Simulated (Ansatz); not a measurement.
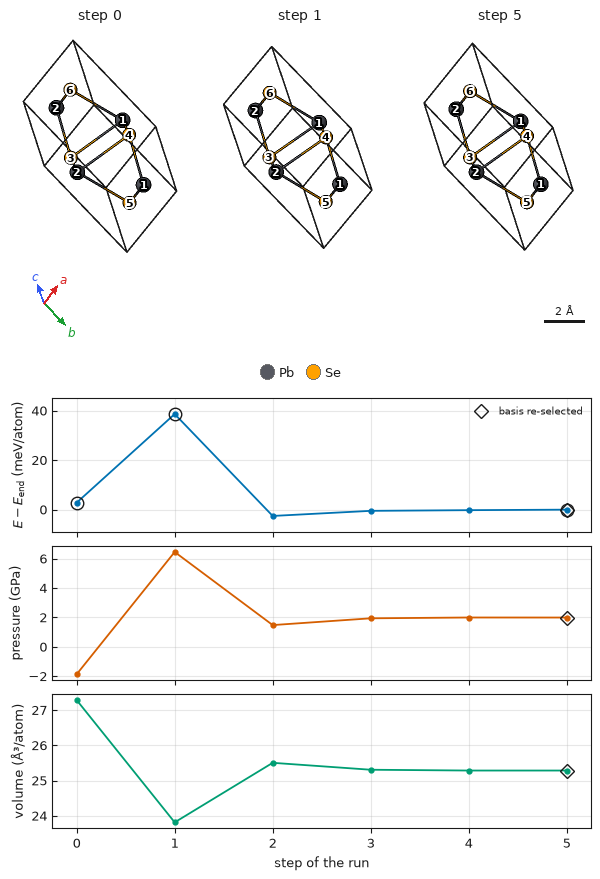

Frames of a relaxation of a crystal of PbSe2 (set up in I4/mcm), marked on the history of the run. Style: ball-and-stick. Shown: the cell of the calculation, from a free direction.

The run lets cell and atoms move.

All numbers below come from Ansatz, Kohn-Sham DFT of a periodic cell, PBEsol, Ansatz PAW.

Input file:
```yaml
crystal:
  lattice:
    - [-3.23863296, 3.23863296, 3.90219629]
    - [3.23863296, -3.23863296, 3.90219629]
    - [3.23863296, 3.23863296, -3.90219629]
  atoms:
    - { symbol: Pb, position: [0.75, 0.75, 0.0] }
    - { symbol: Pb, position: [0.25, 0.25, 0.0] }
    - { symbol: Se, position: [0.129816735, 0.370183265, 0.5] }
    - { symbol: Se, position: [0.870183265, 0.629816735, 0.5] }
    - { symbol: Se, position: [0.370183265, 0.870183265, 0.24036653] }
    - { symbol: Se, position: [0.629816735, 0.129816735, 0.75963347] }
hamiltonian:
  xc: pbesol
  pseudopotentials: { kind: paw }
kpoints:
  mp_grid: { grid: [6, 6, 6] }
scf:
  occupations: { method: fermi_dirac, width: 0.05 }
output:
  forces: true
  stress: true
  eigenvalues: true
relax:
  f_tol: 0.01
  max_steps: 40
  cell: { stress_tol: 0.05, p_target: 2.0 }
```

Launched with:
```bash
ansatz run input.yaml --threads 2 --pin off --max-ram 5632MiB --backend cpu --events-out ev --progress --plain --runs-dir out
```

**Describe the path.**

Over 4 accepted moves (5 points after the start) the energy falls by 2.8 meV per atom. With the target pressure of 2 GPa, the enthalpy E + pV changes by −27.8 meV per atom. The largest force component goes from 0.12 to 0.00015 eV/Å. The pressure goes from −1.86 to 2.00 GPa. At 1 point the geometry stayed and the basis and grid were re-selected for the new cell (energy shift of 0.2 meV per atom at most each time). The largest moves relative to the cell, 0.029 Å, are those of Se3, Se4, Se5 and Se6. Se4 goes along [−1 1 0]. Pb stays in place. Cell: a = b = c 6.017 → 5.865 Å (−2.5 %), γ 99.1° → 99.3°. Volume −7.3 %. Among the contacts that change: Pb1–Se3 3.204 → 3.113 Å. The space group stays I4/mcm (No. 140). The run took 54 s on 2 threads of Arm Neoverse V1 (shared host), peak memory 0.6 GiB. From step 0 to 1: Se atoms move most (0.05 Å), volume −12.7 %, energy +35.8 meV per atom. From step 1 to 5: Se atoms move most (0.03 Å), volume +6.2 %, energy −38.7 meV per atom.

| step | E − E(0), meV/atom | largest force component, eV/Å | pressure, GPa | volume, Å³/atom | note |
| --- | --- | --- | --- | --- | --- |
| 0 | 0.00 | 0.1242 | -1.86 | 27.286 |  |
| 1 | 35.83 | 0.0362 | 6.46 | 23.814 |  |
| 2 | -5.37 | 0.0138 | 1.48 | 25.505 |  |
| 3 | -3.31 | 0.0015 | 1.94 | 25.308 |  |
| 4 | -3.03 | 0.0001 | 2.00 | 25.286 |  |
| 5 | -2.83 | 0.0001 | 2.00 | 25.286 | same geometry, new basis |
